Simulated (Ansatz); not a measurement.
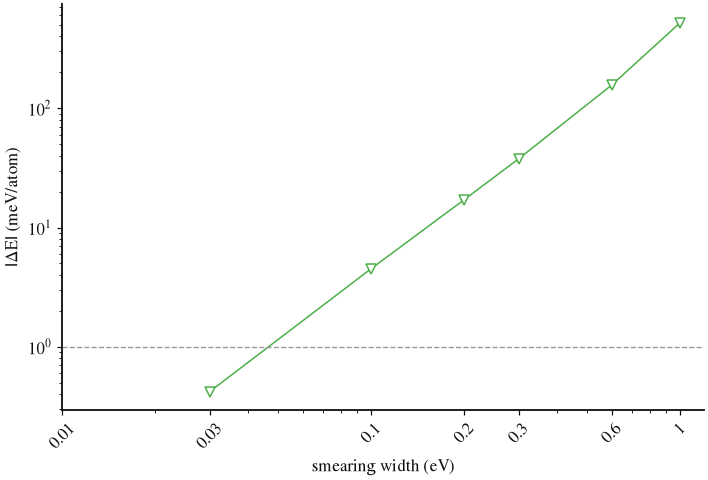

One cell, run at 7 values of the smearing width.
System: Ag (Fm-3m, 1 atom in the cell).
Method: DFT, LDA (PW92), plane waves (420 eV) with PAW, scalar-relativistic in Ansatz 0.2.0; 13×13×13 k-mesh, Fermi–Dirac smearing.
ΔE is the free energy less its value at the smallest setting, 0.01 eV.
Dashed lines or grey bands mark the tolerance: 1 meV/atom.
On logarithmic panels, open markers lie below the reference value and filled ones above.

**What is enough for the free energy to 1 meV/atom?**

The free energy is within 1 meV/atom of the smallest setting's value from 0.03 eV down. It is off by 520 meV/atom at 1 eV, 38 meV/atom at 0.3 eV and 4.5 meV/atom at 0.1 eV (always below it). The free energy falls with the width because it holds the −TS term of the fractional occupations.
